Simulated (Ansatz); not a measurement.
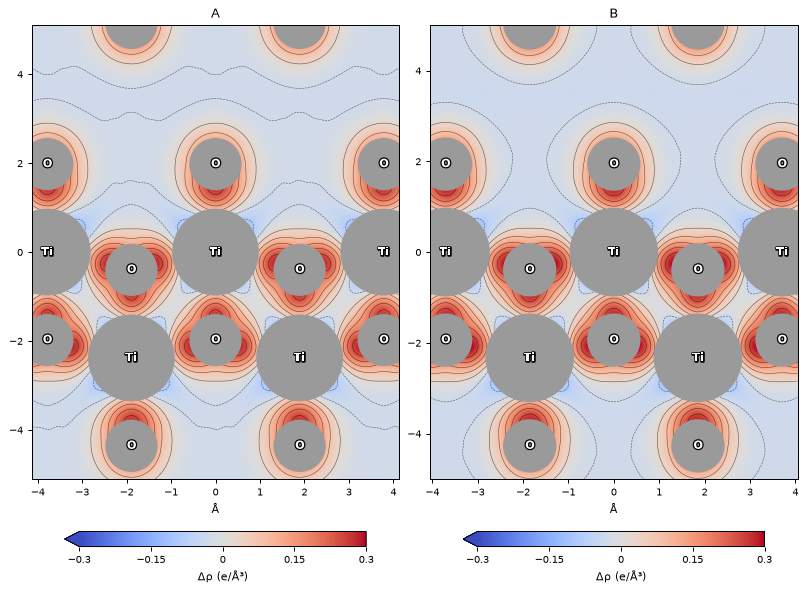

TiO₂: deformation density on the (010) plane of the conventional cell at two volumes, with the same fractional coordinates and one colour scale. Grey discs cover the cores. Panel B has 94 % of the volume of panel A.

Space group I4_1/amd. Effective Hubbard U: 4.0 eV on Ti d.

Computed with Ansatz 0.2.0, DFT PBE+U, scalar-relativistic, plane waves, PAW.

Question: How do bonds, bonding charge and pressure respond to this change of volume?

Answer: The pressure is 9 GPa in A and 25 GPa in B.
Bader charges in A: Ti +2.40 and O −1.20 e; in B: Ti +2.39 and O −1.20 e.
The rearranged charge is 0.33 e an atom in A and 0.33 e in B.
The scaled cell isn't relaxed: forces reach 0.5 eV/Å.
